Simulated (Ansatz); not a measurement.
# AlGa$_{2}$N$_{3}$: what the fields show

```yaml
crystal:
  lattice:
    - [3.15281, 0.00000, 0.00000]
    - [0.00000, 3.15281, 0.00000]
    - [0.00000, 0.00000, 13.34059]
  atoms:
    - { symbol: Al, position: [0.00000, 0.00000, 0.00000] }
    - { symbol: Al, position: [0.50000, 0.50000, 0.50000] }
    - { symbol: N, position: [0.50000, 0.00000, 0.42115] }
    - { symbol: N, position: [0.00000, 0.50000, 0.92115] }
    - { symbol: Ga, position: [0.00000, 0.00000, 0.33519] }
    - { symbol: Ga, position: [0.50000, 0.50000, 0.83519] }
    - { symbol: N, position: [0.00000, 0.50000, 0.25000] }
    - { symbol: N, position: [0.50000, 0.00000, 0.75000] }
    - { symbol: Ga, position: [0.50000, 0.50000, 0.16481] }
    - { symbol: Ga, position: [0.00000, 0.00000, 0.66481] }
    - { symbol: N, position: [0.50000, 0.00000, 0.07885] }
    - { symbol: N, position: [0.00000, 0.50000, 0.57885] }
```

Space group I-4m2; started from the ordered alloy on zincblende lattice prototype, which need not be the ambient phase; computed pressure about 6 GPa in this cell.

Theory: DFT, PBE with spin-orbit coupling, plane waves, PAW in Ansatz 0.2.0.

In a PAW calculation such maps are meaningful between the atoms, not at the nuclei.

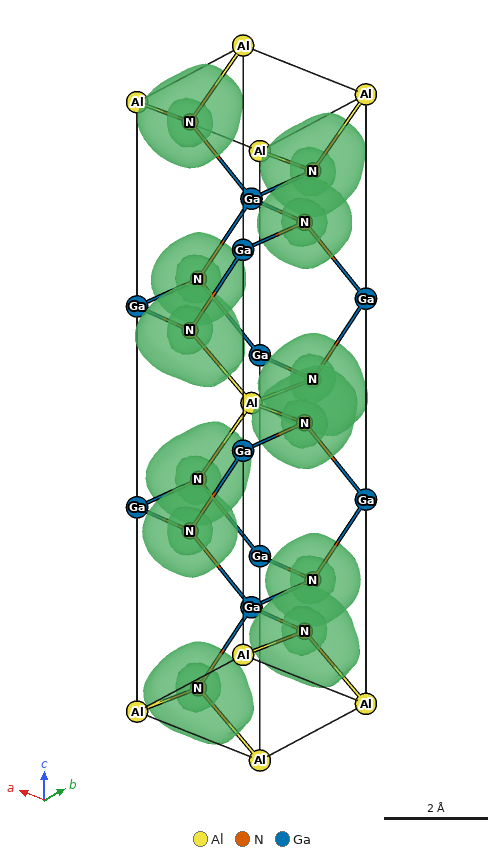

Figure 1. Isosurface of the electron localisation function at 0.7 (green), seen at an oblique angle. Core shells and regions of very low density are left out. Sticks mark near contacts.

> Describe the localisation domains.

The ELF exceeds this value in four regions on N in which the atom's valence shell and bonds are merged and two regions wrapped around N (the valence shell of each), counted in one cell of 12 atoms. Regions shared between cells count once.


Al–N (1.90 Å): the ELF peaks at about 0.90 between the atoms: a polar covalent bond. Ga–N (1.94 Å): the ELF peaks at about 0.85 in the valence shell of N, 0.7 Å from its nucleus, and is about 0.45 at the midpoint.

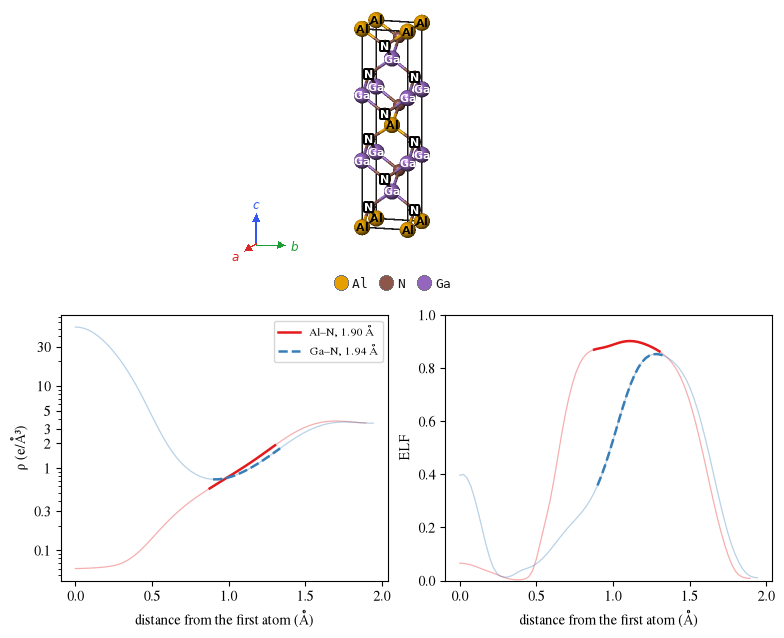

Figure 2. Valence electron density and electron localisation function along straight lines between neighbouring atoms. Thin, pale parts lie inside the atomic spheres. The structure is drawn too.

> Compare the contacts.

Al–N (1.90 Å): the density is about 0.69 e/Å³ at the midpoint; the ELF peaks at about 0.90 between the atoms; a polar covalent bond.
Ga–N (1.94 Å): ρ is about 0.75 e/Å³ halfway; the ELF peaks at about 0.85 in the valence shell of N, 0.7 Å from its nucleus, and is about 0.45 at the midpoint.

> Metal or insulator at this level of theory?

It is gapped, with a Kohn–Sham gap of 2.4 eV on the k-point mesh, an upper bound to the gap of this method.
